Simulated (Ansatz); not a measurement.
# Single-point calculation of WS$_{2}$

WS$_{2}$ (Pm, 3 atoms in the cell), computed with DFT PBEsol, scalar-relativistic, plane waves, PAW, no spin polarisation (Ansatz 0.2.0).

The structure derives from a Materials Project entry. It belongs to a series of runs on one base structure; here: mode 6 (348.2 1/cm) frozen in, largest displacement +0.188 A. Figures and captions count atoms from 1; the log counts them from 0 in places.

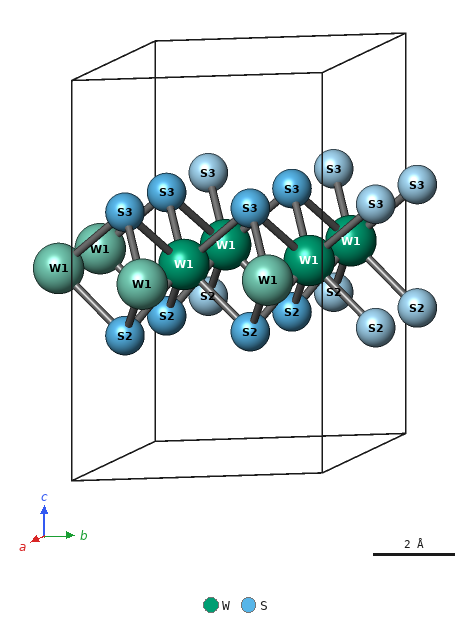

The structure as given in the input (ball-and-stick view of the 2 × 2 repeat of the cell, with the vacuum cut short, seen slightly off an axis; neighbours outside the cell are drawn fainter; atoms are numbered from 1 in the order of the input). An atom can appear more than once, as a periodic image.

### Key numbers

- outcome: converged
- space group (tolerance 0.01 Å): Pm (6)
- electrons treated: 26
- free energy: −12028.3791 eV
- Fermi energy: 1.061 eV
- gap on the k-point mesh: 1.37 eV
- pressure: 0.56 GPa
- largest force (length of the vector): 5.098 eV/Å
- hardware: 2 threads of Intel Xeon (Granite Rapids), 192 GiB of memory available, shared host
- wall time: 10 s (CPU time 20 s)
- peak memory: 0.64 GiB

### Notes

The program warns: the exchange-correlation potential is rough where the density is thin. Spin–orbit coupling is left out, which matters for W.

### The input
```yaml
crystal:
  lattice:
    - [3.1835163552, 0.0, 0.0]
    - [-1.5917581776, 2.7570060369, 0.0]
    - [0.0, 0.0, 16.95057789]
  atoms:
    - { symbol: W, position: [0.3127910985, 0.6666666667, 0.0] }
    - { symbol: S, position: [0.725563804, 0.3333333333, 0.90799949] }
    - { symbol: S, position: [0.725563804, 0.3333333333, 0.09200051] }
basis:
  ecutwfc: 420
kpoints:
  mp_grid: { grid: [12, 12, 2] }
hamiltonian:
  xc: pbesol
scf:
  occupations: { method: gaussian, width: 0.05 }
output:
  forces: true
  stress: true
  eigenvalues: true
  write_density: true
  write_potential: true
  elf: true
  volumetric_format: npy
```

Launch command:
```bash
ansatz run input.yaml --threads 2 --pin off --max-ram 5120MiB --backend cpu --events-out ev --progress --plain --runs-dir out
```

### The program's output
```
Engine: ansatz 0.2.0, x86_64-unknown-linux-gnu
Pseudopotentials: kind: paw
Pseudopotential: W, paw, valence charge 14, recommended cutoff 420 eV (normal), W.paw.azcp
Pseudopotential: S, paw, valence charge 6, recommended cutoff 420 eV (normal), S.paw.azcp
Functional definition: PBEsol
  exchange = pbesol_x
  correlation = pbesol_c
Crystal: 3 atoms, lattice volume = 148.775 Å³
Basis set: ecut = 420 eV, 2937 PW (Γ), exchange–correlation on 48×48×240 points (8 copies of the dense FFT grid, shifted against one another)
Bands: 17, of which v1, the nominal top of the filled ones, is band 13 counted from 1 (12 counted from 0)
Symmetry: 2 space group operations
Space group: Pm (ITA 6), of the structure as read, at distance tolerance 5.3e-5 Å
k-points: 148 of 288 (time reversal used)
Non-local potential: W, projectors of the file, l = 0: 3, l = 1: 2, l = 2: 2, l = 3: 1
Non-local potential: S, projectors of the file, l = 0: 2, l = 1: 2, l = 2: 2
PAW form: soft (Blöchl's): semilocal exchange-correlation on the pseudo side does not see the compensation charge
PAW frozen core: W, regenerated for the run's functional, and the local potential with it (the file was generated under x = pbe(κ = 0.804, μ = 0.2195149727645171), c = pbe(β = 0.06672455060314922))
PAW frozen core: S, regenerated for the run's functional, and the local potential with it (the file was generated under x = pbe(κ = 0.804, μ = 0.2195149727645171), c = pbe(β = 0.06672455060314922))
PAW one-centre angular grid: W, 590 points (default); XC on 64 Gauss nodes
PAW one-centre angular grid: S, 110 points (default); XC on 64 Gauss nodes
Initial density: superposition of atomic densities (neutral atoms: chi_scale 0, normalization atom), corrected by the library's trained network
Initial wavefunctions: pseudopotential atomic-orbital guess
Functional: x = pbesol(κ = 0.804, μ = 0.12345679012345678), c = pbesol(β = 0.046)
SCF iter   1: F=—  HF=-12028.392040 eV  |F-HF|=—  |Δ(HF+E_count)|=         —  Δρ=5.70e-3  dr2=1.18e-1  ethr=1.77e-3  ⟨swp⟩=9.3  Hψ=18259  notcnv=0
preconditioner: auto → none  [insulator: Δε(μ)=1.454 eV  Ē_g=8.608 eV  σ=0.050 eV  W_gap=1.00  n_scr=10 (ndim 8)  ℏωp=12.9 eV  f_vac=0.610  D(μ)=0.00/eV (n_scr^D=0)  ε∞_Penn≈3.3]
SCF iter   2: F=—  HF=-12028.442015 eV  |F-HF|=—  |Δ(HF+E_count)|=   5.00e-2  Δρ=8.67e-3  dr2=4.14e-1  ethr=4.55e-4  ⟨swp⟩=3.5  Hψ=6277  notcnv=0  recentre
SCF iter   3: F=—  HF=-12028.376460 eV  |F-HF|=—  |Δ(HF+E_count)|=   6.56e-2  Δρ=2.18e-3  dr2=5.64e-3  ethr=4.55e-4  ⟨swp⟩=3.0  Hψ=4682  notcnv=0
SCF iter   4: F=—  HF=-12028.379057 eV  |F-HF|=—  |Δ(HF+E_count)|=   2.60e-3  Δρ=3.46e-4  dr2=1.14e-4  ethr=2.17e-5  ⟨swp⟩=2.3  Hψ=4828  notcnv=0
SCF iter   5: F=—  HF=-12028.379117 eV  |F-HF|=—  |Δ(HF+E_count)|=   6.00e-5  Δρ=1.19e-4  dr2=8.18e-6  ethr=4.38e-7  ⟨swp⟩=3.0  Hψ=5475  notcnv=0
SCF iter   6: F=—  HF=-12028.379096 eV  |F-HF|=—  |Δ(HF+E_count)|=   2.03e-5  Δρ=2.36e-5  dr2=4.86e-7  ethr=3.14e-8  ⟨swp⟩=2.9  Hψ=4771  notcnv=0
SCF iter   7: F=-12028.379097 eV  HF=-12028.379097 eV  |F-HF|=3.28e-9  |Δ(HF+E_count)|=   3.66e-7  Δρ=5.02e-6  dr2=2.33e-8  ethr=3.85e-10  ⟨swp⟩=14.9  Hψ=24289  notcnv=0
SCF 1 converged in 7 iterations: F = -12028.379097 eV  dr2 = 2.33e-8
  greatest PAW one-centre occupation: 1.000 electrons in one spin orbital (limit 2), on the W atom at site 0 (counted from 0), in its partial waves of l = 0
```

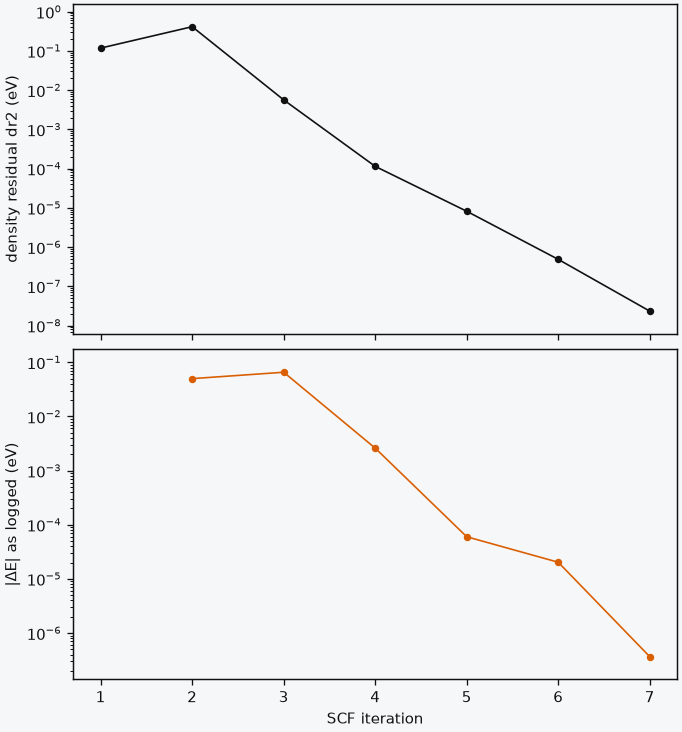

Convergence of the self-consistent field: density residual dr2 and size of the energy change against the SCF iteration. The residual comes down, with one marked jump up, by a factor of about 4, at step 2.

```
WARN: The output density's exchange-correlation potential varies sharply where the density is thin. Do not read a vacuum level from v_tot or v_xc, or from such a field of the output density. On a cell that repeats whose density bears no net charge and no dipole along the vacuum's axis use v_es (v_loc + v_h of the components); under efield.dipole_correction with no amplitude use v_es + v_field, which holds any external_charges[].barrier, or the levels of the report's work_function block, which leave it out; under a non-zero efield.amplitude the vacuum is tilted and has no level; on a cell that repeats and bears such a dipole with no correction it is tilted too, and efield.dipole_correction with no amplitude gives each side of its ramp a level where efield: is served; in a cell that repeats whose density bears a net charge (total_charge, or a fill off its count) it is curved and has none; of a slab under crystal.periodic whose density bears no net charge use v_es, which has a level on each side, short of where the two are joined; of another it falls or rises all the way out and has none; of a slab beside external_charges read slab_vacuum_level instead, which it has where they leave it neutral. The grid or the basis barely resolves most such structure, and the values can differ between equally converged runs; as a rule a tighter scf.convergence.dr2_threshold does not remove it. Where the density itself ripples (under the LDA too) a higher basis.ecutwfc lessens it. The files hold the spikes' plane waves up to the density's cutoff. Files: v_tot_of_output_density and the like, and their columns of v_z.tsv (output.write_potential); v_xc_of_output_density and the like, and their columns of v_comp_z.tsv (output.write_potential_components). Measured: with its Gaussian average of σ = 0.25 Å subtracted twice, the exchange-correlation potential is over 0.1 eV at 1 of the grid points where the equally averaged density (valence and model cores) is under 1e-3 e/Å³, and 0.112 eV at the most among them, at an averaged density of 9.5e-9 e/Å³. See output.write_potential in the manual, Limitations
SCF converged after 7 iterations
Free energy (F): -12028.379097 eV
Harris-Foulkes:  -12028.379097 eV  (|F-HF|=3.28e-9)
Internal energy: -12028.379097 eV  (E = F + TS)
E sigma→0 (E₀):  -12028.379097 eV
Fermi energy:    1.061340 eV
--- Per-component energies (eV) ---
  E_band       = -467.341345
  E_kinetic    = 666.788113
  E_local      = -12418.131671  (includes V_loc(G=0)·N_el)
  E_nonlocal   = 60.720536
  E_hartree    = 5887.569317
  E_xc         = -458.260018
  E_vxc        = -414.351995  (∫ρ·V_xc dr)
  E_paw        = -9604.630627  (= ΣΔE_a)
  E_vpaw       = -137.499240  (= ΣTr[D̂ρ^β])
  E_aug_tail   = -0.000054  (compensation charges beyond the density's cutoff)
  E_ewald      = 3837.219616
  E_core_change = 0.345691  (= ΣΔE_core)
  E_smearing   = -0.000000  (= −TS)
  E_closure    = -0.000000  (closes the sum)
  Σ components = -12028.379097   (vs F -12028.379097, Δ=0.00e0)
--- Forces (eV/Å), atoms counted from 1 ---
  atom   1  W      5.08763902     0.32737904     0.00000000
  atom   2  S     -2.54383704    -0.16369069    -0.66544464
  atom   3  S     -2.54383704    -0.16369069     0.66544464
  max |Σ_I F_I| component: 3.51e-5 eV/Å
--- Stress (GPa, compression-positive) ---
       -0.360913       1.988941       0.000000
        1.988941      -0.194115       0.000000
        0.000000       0.000000       2.235070
  P = ⅓ Tr σ = 0.5600 GPa (5.600 kbar)
--- Band table (eV; the first three rows and the last of 148) ---
  k-point 0: bands = ["-73.6358", "-37.9811", "-37.8035", "-37.7366", "-14.5415", "-12.8417", "-6.1416", "-2.8285", "-2.5822", "-2.3160", "-1.7407", "-0.0842", "0.1336", "1.7463", "2.4641", "3.4543", "4.3820"]
  k-point 1: bands = ["-73.6358", "-37.9811", "-37.8035", "-37.7366", "-14.5415", "-12.8417", "-6.1416", "-2.8285", "-2.5822", "-2.3160", "-1.7407", "-0.0842", "0.1337", "1.7463", "2.4642", "3.4543", "4.3819"]
  k-point 2: bands = ["-73.6347", "-37.9769", "-37.8217", "-37.7470", "-14.4240", "-12.8040", "-6.0016", "-3.0075", "-2.8765", "-2.3454", "-1.6570", "-0.2716", "0.0585", "1.8226", "2.4163", "3.2922", "4.4065"]
  k-point 147: bands = ["-73.6192", "-38.0616", "-37.9237", "-37.8780", "-12.6384", "-11.8572", "-6.0299", "-5.2347", "-4.5303", "-3.6472", "-1.4217", "-1.3348", "0.0306", "3.1485", "3.3477", "3.5380", "5.1856"]
```

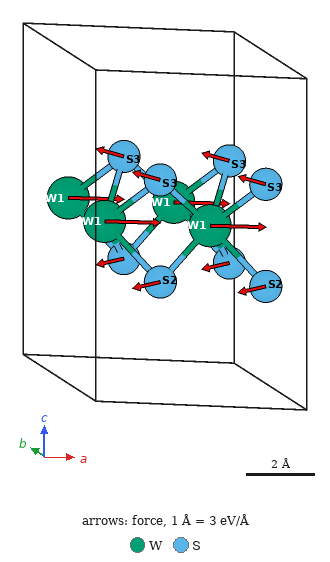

Forces on the atoms as red arrows (ball-and-stick view of the 2 × 2 repeat of the cell, with the vacuum cut short, seen slightly off an axis; atoms are numbered from 1 in the order of the input). The largest act on W1 (5.10 eV/Å); S2, S3 (2.63 eV/Å). The geometry is not a stationary point of this energy.

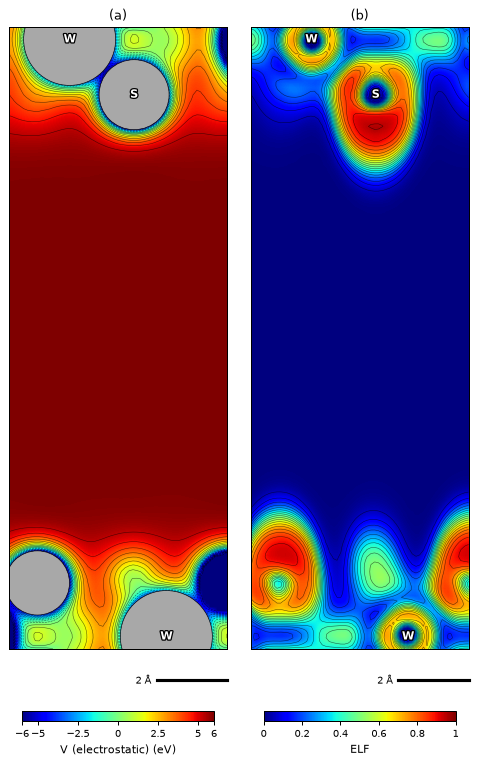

(a) electrostatic potential energy of an electron; (b) ELF on the (111) plane of the conventional cell. Grey discs, where drawn, cover atomic cores. Atoms in the plane: W and S. W–S (2.42 Å): the ELF is about 0.45 at the midpoint. The strong features right at W lie inside the PAW spheres (semicore, d or f shells) and say nothing about bonding. Outside the cores the potential energy rises away from the atoms and is highest about 2.7 Å from the nearest atoms; outside the discs it spans about 12 eV, and its zero is arbitrary. Core electrons are frozen (PAW), so the fields are smoothed inside the atomic spheres.

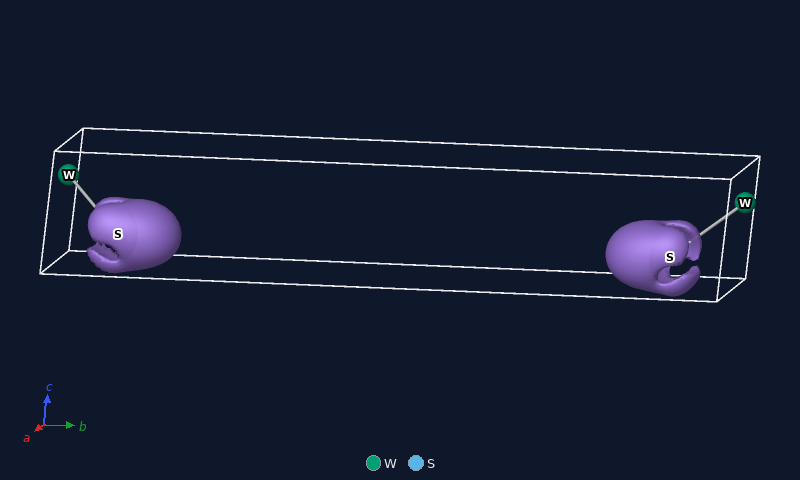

Isosurface of the electron localisation function at 0.8 (purple), seen slightly off an axis. Core shells and regions of very low density are left out. Sticks mark near contacts. The outline is the cell set on symmetry axes. Values along the shortest contacts: W–S (2.25 Å): the ELF is about 0.50 at the midpoint. W–S (2.42 Å): the ELF is about 0.45 at the midpoint.
